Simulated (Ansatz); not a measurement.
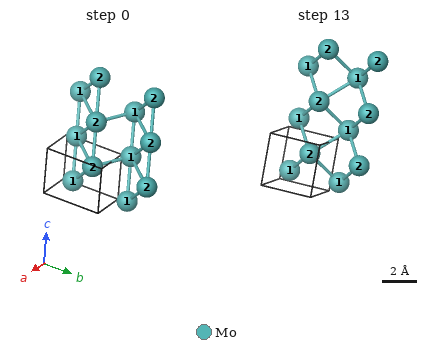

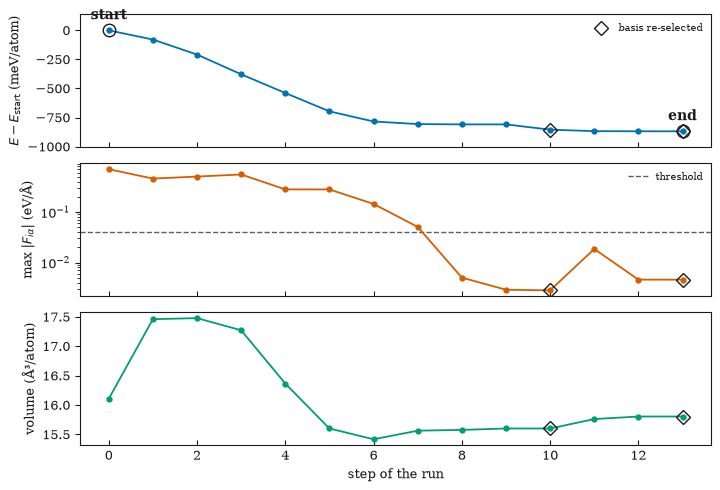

First and last geometry of a relaxation of a crystal of Mo (built on the Bi_12 type) (coarse preliminary run), with the history of the run. The picture is a ball-and-stick view of the cell of the calculation, repeated 1 × 2 × 3 with one cell outlined, seen slightly off an axis.

Case: Bi type (C2/m, No. 12).

All numbers below come from DFT PBE, scalar-relativistic, plane waves, PAW (Ansatz). Settings: plane-wave cutoff 420 eV; k-point mesh 6 × 6 × 8; occupations gaussian; smearing width 0.1 eV; no spin polarisation; cell and atoms relaxed; force threshold 0.04 eV/Å; at most 70 steps.

Q: What do the curves and the structures tell?

A: It converged. The energy falls by 868 meV per atom in 11 accepted moves (13 points after the start). The largest force component goes from 0.71 to 0.0046 eV/Å. Pressure: 10.93 GPa at the start and −0.07 GPa at the end. The SCF was repeated twice at an unchanged geometry on a basis and grid sized afresh for the cell, which shifted the energy by 45.2 meV per atom at most. The largest moves relative to the cell, 0.32 Å, are those of Mo1 and Mo2. Mo1 goes along +c. The drawn cell changes as follows: a = b 3.616 → 3.154 Å (−12.8 %), c 2.638 → 3.177 Å (+20.4 %), α 104.9° → 90.0°, β 104.9° → 90.0°, γ 85.0° → 90.0°; the volume changes by −1.9 %. Some distances before and after: Mo1–Mo2 3.757 → 2.739 Å, Mo1–Mo1 2.638 → 3.177 Å, Mo1–Mo2 (another image) 3.069 → 2.738 Å, Mo1–Mo2 (another image) 3.013 → 2.741 Å. New bonds form: Mo1–Mo2 (3.76 → 2.74 Å). Bond angles that change, for instance: Mo2–Mo1–Mo2 148.9° → 109.1°, Mo2–Mo1–Mo2 144.6° → 109.1°, Mo2–Mo1–Mo2 156.1° → 180.0°. The space group (tolerance 0.01 Å) goes from C2/m (No. 12) to I4/mmm (No. 139). The run took about 40 core-seconds on a shared host.
